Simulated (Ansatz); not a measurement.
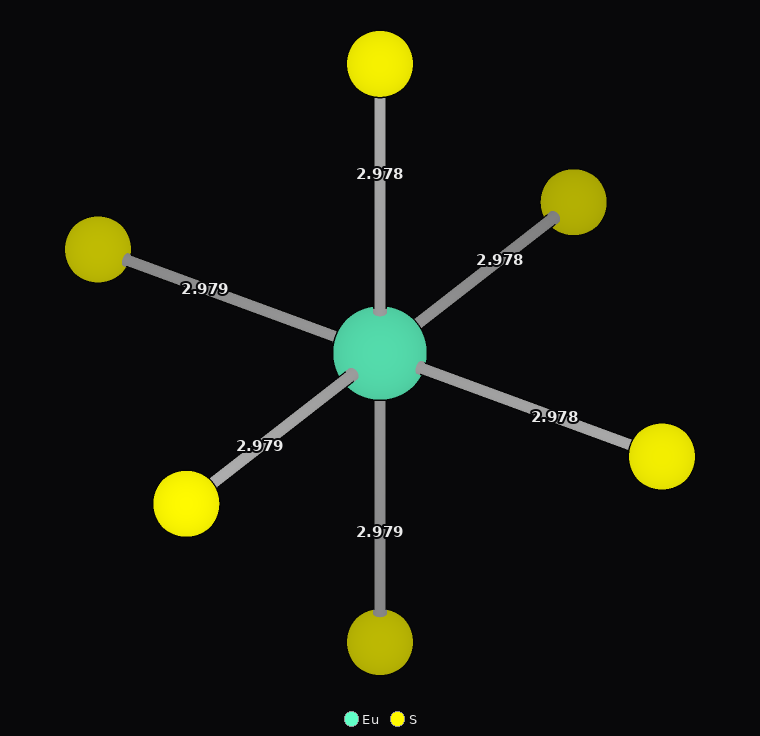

The surroundings of site Eu1 (at 0.000, 0.000, 0.000) in EuS (Fm-3m, No. 225), with bond lengths in Å.

Source of the atomic positions: a calculation's input that goes back to an entry of the Crystallography Open Database (an earlier step may have relaxed or displaced it).

```xyz
8
Lattice="5.9570 0.0000 0.0000 0.0000 5.9570 0.0000 0.0000 0.0000 5.9570" Properties=species:S:1:pos:R:3 pbc="T T T"
Eu    0.0000    0.0000    0.0000
S     2.9785    0.0000    0.0000
Eu    0.0000    2.9785    2.9785
S     2.9785    2.9785    2.9785
Eu    2.9785    0.0000    2.9785
S     0.0000    0.0000    2.9785
Eu    2.9785    2.9785    0.0000
S     0.0000    2.9785    0.0000
```

Bond valence s = exp((R0 − d)/b), R0 fitted to published crystal structures with b = 0.37 Å, summed over all anions within 5 Å; R0 in Å: Eu2+–S 2.573; Eu3+–S 2.554.

Which oxidation state of Eu do these bonds support?

With the Eu2+ parameters the computed sum is 3 × 0.335 + 3 × 0.334 = 2.01. With the Eu3+ parameters the computed sum is 3 × 0.318 + 3 × 0.317 = 1.90. The sum matches its own assumption best for Eu2+, which also balances the formula's charge.

And over the whole structure?

```
site              x, y, z  formal valence  bond-valence sum  difference
 Eu1  0.000, 0.000, 0.000              +2              2.01        0.01
  S1  0.500, 0.000, 0.000              −2              2.01        0.01
```

These sums include all anions within 5 Å. The global instability index (root mean square of the differences over all atoms) is 0.01 v.u.: little strain. The cell was not relaxed for this table, and a volume that is off by a few per cent shifts all sums together.
